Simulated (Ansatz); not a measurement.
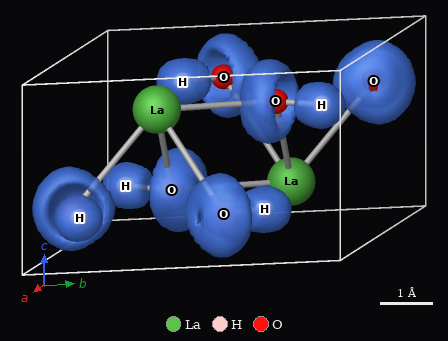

The picture shows: LaH₃O₃. Isosurface of the ELF at 0.8 (blue), seen slightly off an axis. Core shells and regions of very low density are left out. Sticks mark near contacts.

Space group P6₃/m; a generated structure, not necessarily the stable one.

Theory: DFT LDA, scalar-relativistic, plane waves, PAW (Ansatz).

In a PAW calculation such maps are meaningful between the atoms, not at the nuclei.

```
La H O
1.0
     6.39183    0.00000    0.00000
    -3.19592    5.53549    0.00000
     0.00000    0.00000    3.74685
La H O
2 6 6
Direct
  0.33333 0.66667 0.25000
  0.66667 0.33333 0.75000
  0.27669 0.13101 0.25000
  0.14568 0.27669 0.75000
  0.86899 0.14568 0.25000
  0.72331 0.86899 0.75000
  0.85432 0.72331 0.25000
  0.13101 0.85432 0.75000
  0.38624 0.30573 0.25000
  0.08051 0.38624 0.75000
  0.69427 0.08051 0.25000
  0.61376 0.69427 0.75000
  0.91949 0.61376 0.25000
  0.30573 0.91949 0.75000
```

Identify the bonds, lone pairs and shells in this picture.

At this value the surface marks out six regions around hydrogen nuclei and six regions wrapped around O (the valence shell of each), counted in one cell of 14 atoms. Regions shared between cells count once. Along the contacts the grid gives the following. O–H (0.98 Å): the ELF climbs to about 1 towards the hydrogen, as it does in any bond to H (an ordinary covalent bond to hydrogen). La–O (2.49 Å): the ELF is about 0.20 at the midpoint; an ionic contact with no shared pair.
